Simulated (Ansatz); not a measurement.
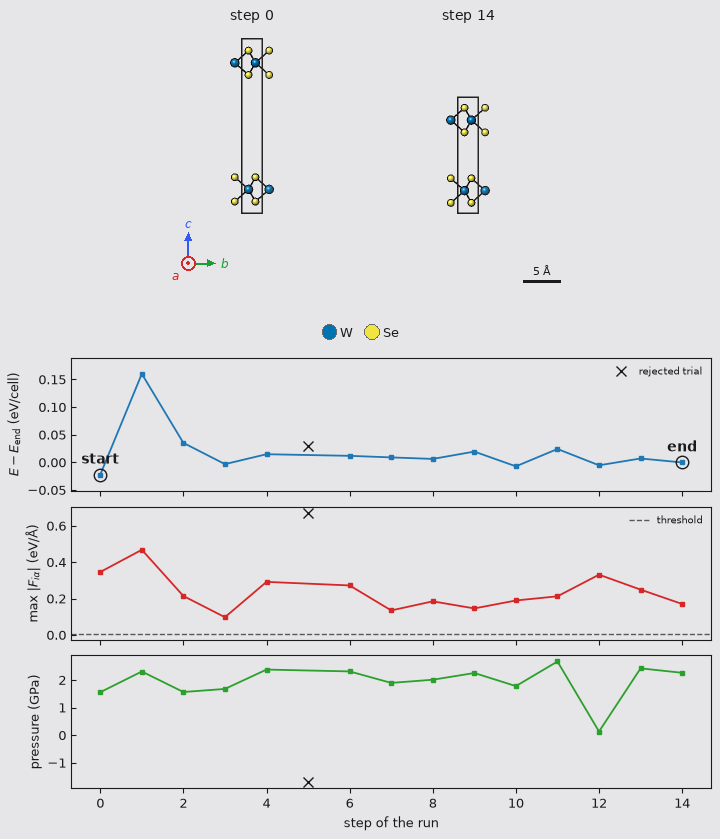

First and last geometry of a relaxation of solid WSe2 (set up in P-3m1), with the history of the run. A ball-and-stick model of the cell of the calculation, seen along the a axis.

Case: relaxed at 2 GPa.

All numbers below come from DFT PBEsol, scalar-relativistic, plane waves, PAW (Ansatz 0.2.0).

Input
```yaml
crystal:
  lattice:
    - [3.2498660137, 0.0, 0.0]
    - [-1.6249330068, 2.8144665267, 0.0]
    - [0.0, 0.0, 23.8313404124]
  atoms:
    - { symbol: W, position: [0.6666666667, 0.3333333333, 0.1376486574] }
    - { symbol: W, position: [0.3333333333, 0.6666666667, 0.8623513426] }
    - { symbol: Se, position: [0.3333333333, 0.6666666667, 0.2073654504] }
    - { symbol: Se, position: [0.6666666667, 0.3333333333, 0.9321646903] }
    - { symbol: Se, position: [0.3333333333, 0.6666666667, 0.0678353097] }
    - { symbol: Se, position: [0.6666666667, 0.3333333333, 0.7926345496] }
basis:
  ecutwfc: 420
kpoints:
  mp_grid: { grid: [12, 12, 2] }
hamiltonian:
  xc: pbesol
scf:
  occupations: { method: gaussian, width: 0.02 }
output:
  forces: true
  stress: true
  eigenvalues: true
  write_density: true
  write_potential: true
  elf: true
  volumetric_format: npy
relax:
  adjacent_minimum: "off"
  f_tol: 0.008
  max_steps: 50
  cell: { stress_tol: 0.08, p_target: 2.0 }
```

Launched with:
```bash
ansatz run input.yaml --threads 1 --pin off --max-ram 2560MiB --backend cpu --events-out ev --progress --plain --runs-dir out
```

### What do the curves and the structures tell?

The run was cut off at its time limit before the relaxation converged, so the last structure is only a point on the way. The largest moves relative to the cell, 1.50 Å, are those of Se3 and Se6. Se6 goes along −c. Largest moves by element: Se 1.50 Å, W 0.93 Å. The volume changes by −33.8 %, with a = b 3.250 → 3.243 Å (−0.2 %), c 23.831 → 15.848 Å (−33.5 %). Some distances before and after: W1–Se3 2.506 → 2.511 Å. The space group stays P-3m1 (No. 164). After 13 accepted moves (14 points after the start) the energy has risen by 22.0 meV per cell of the calculation. With the target pressure of 2 GPa, the enthalpy E + pV changes by −0.897 eV per cell of the calculation. Largest force component: 0.35 eV/Å at the start, 0.17 eV/Å at the end. Pressure: 1.56 GPa at the start and 2.26 GPa at the end. The line search rejected the trial step at point 5 of the run. The run took 8.5 min on 1 thread of Intel(R) Xeon(R) Platinum 8259CL CPU @ 2.50GHz (Skylake/Cascade Lake) (shared host), peak memory 0.74 GiB.
